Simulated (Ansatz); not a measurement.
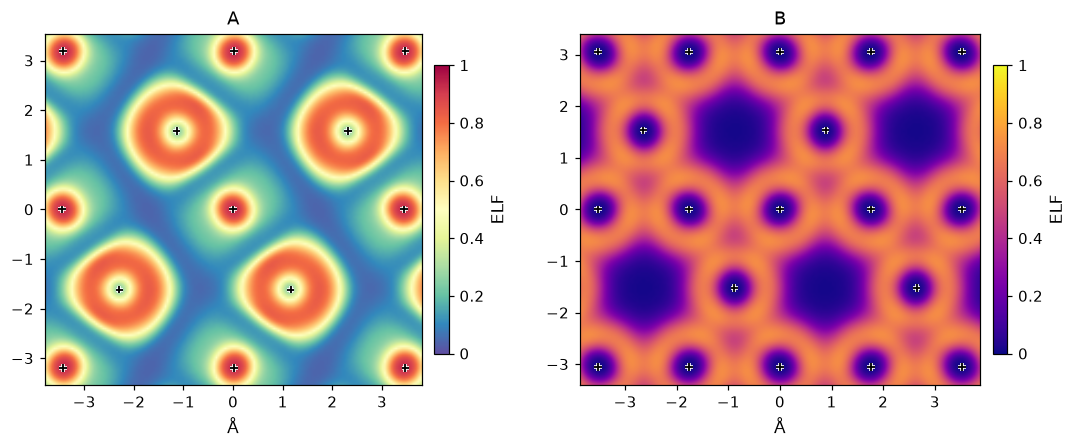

The ELF of 2 systems, each on a plane through atoms (crosses mark nuclei in the plane).

Method: Kohn-Sham DFT of a periodic cell, LDA, Ansatz PAW in Ansatz.

System 1: CuO, the (101̄) plane of the conventional cell. Space group Cc; not relaxed (largest force 0.8 eV/Å); computed pressure about −13 GPa in this cell.

```cif
data_structure
_symmetry_space_group_name_H-M 'P 1'
_symmetry_Int_Tables_number 1
_cell_length_a 4.7204
_cell_length_b 3.4495
_cell_length_c 5.1661
_cell_angle_alpha 90.000
_cell_angle_beta 99.653
_cell_angle_gamma 90.000
_cell_volume 82.93
loop_
_atom_site_label
_atom_site_type_symbol
_atom_site_fract_x
_atom_site_fract_y
_atom_site_fract_z
_atom_site_occupancy
Cu1 Cu 0.25000 0.24680 0.00000 1
Cu2 Cu 0.75000 0.74680 0.00000 1
Cu3 Cu 0.25000 0.75320 0.50000 1
Cu4 Cu 0.75000 0.25320 0.50000 1
O1 O 0.48850 0.91710 0.25370 1
O2 O 0.98850 0.41710 0.25370 1
O3 O 0.48850 0.08290 0.75370 1
O4 O 0.98850 0.58290 0.75370 1
```

System 2: C, the (111) plane of the conventional cell. Space group Pm-3m; a generated structure, not necessarily the stable one; computed pressure about 30 GPa in this cell.

```
CELL_PARAMETERS angstrom
2.49603 0.00000 0.00000
0.00000 2.49603 0.00000
0.00000 0.00000 2.49603
ATOMIC_POSITIONS crystal
C 0.00000 0.50000 0.50000
C 0.50000 0.00000 0.50000
C 0.50000 0.50000 0.00000
```

Which map belongs to which system?

Answer. Panel A is system 1, CuO: the plane holds Cu and O. Cu–O (1.95 Å): the ELF peaks at about 0.85 in the valence shell of O, 0.6 Å from its nucleus, and is about 0.20 at the midpoint; no localised pair shows between them. Panel B is system 2, C: the plane holds C. C–C (1.76 Å): the ELF peaks at about 0.70 between the atoms.
